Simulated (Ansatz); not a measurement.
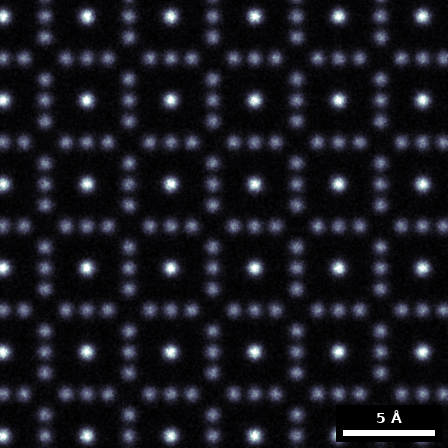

Z-contrast image of Cu (Pm-3n, No. 223). Simulated incoherent Z contrast: every atom adds Z^1.8 spread by a probe of 0.58 Å full width; channelling and multiple scattering are left out. The probe carries 25 % of its weight in a tail 2.5 times as wide. Shot noise was added. Model: the geometry relaxed with DFT, revPBE, plane waves (420 eV) with PAW, scalar-relativistic in Ansatz; the starting structure was generated, so it need not be a known form of this composition.

```cif
data_structure
_symmetry_space_group_name_H-M 'Pm-3n'
_symmetry_Int_Tables_number 223
_cell_length_a 4.6548
_cell_length_b 4.6548
_cell_length_c 4.6548
_cell_angle_alpha 90.000
_cell_angle_beta 90.000
_cell_angle_gamma 90.000
_cell_volume 100.85
loop_
_atom_site_label
_atom_site_type_symbol
_atom_site_symmetry_multiplicity
_atom_site_Wyckoff_symbol
_atom_site_fract_x
_atom_site_fract_y
_atom_site_fract_z
_atom_site_occupancy
Cu1 Cu 2 a 0.00000 0.00000 0.00000 1
Cu2 Cu 6 c 0.25000 0.00000 0.50000 1
```

> Along which zone axis is the crystal seen: [211], [110], [221] or [001]? (Directions equivalent by symmetry count as one.)

[001]. The projected cells are 2.69 × 3.29 Å, 90° for [211]; 2.33 × 3.29 Å, 90° for [110]; 2.19 × 3.47 Å, 108° for [221]; 4.65 × 4.65 Å, 90° for [001], and the image repeats as the [001] one does.
